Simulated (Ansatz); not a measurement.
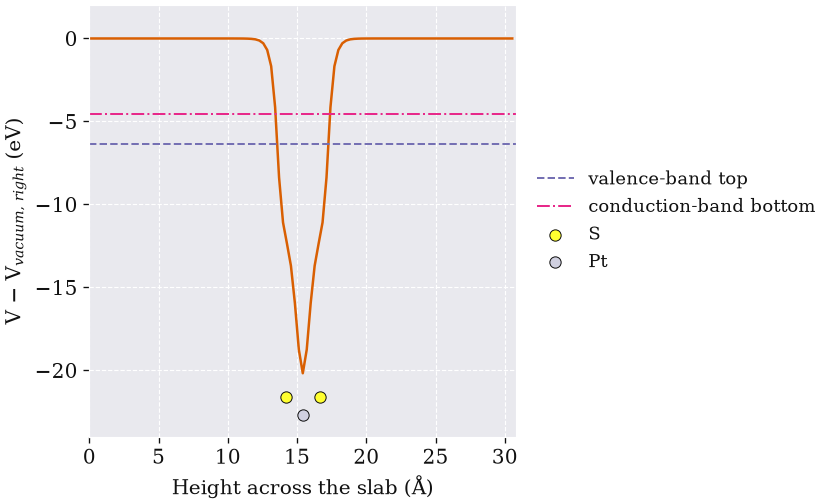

Describe the figure.

Plane-averaged electrostatic potential energy of an electron across the slab; circles at the bottom mark the heights of the atoms (positions after relaxation). System: PtS₂ (slab), 3 atoms in the cell. Method: DFT PBE+D3(BJ), scalar-relativistic, plane waves, PAW, no spin polarisation, 9×9×1 k mesh, 420 eV cutoff, Gaussian smearing of 0.02 eV (Ansatz 0.2.0).

From the vacuum level at the right face the ionisation potential is 6.38 eV and the electron affinity 4.54 eV; the left face gives the same. The slab's gap, their difference before rounding, is 1.84 eV. The two vacuum levels agree, so the slab has no net dipole along its normal. The outermost atoms are 2.5 Å apart, which leaves 28.3 Å of vacuum in a cell 30.8 Å high.

Spin-orbit coupling is left out, which matters for Pt.
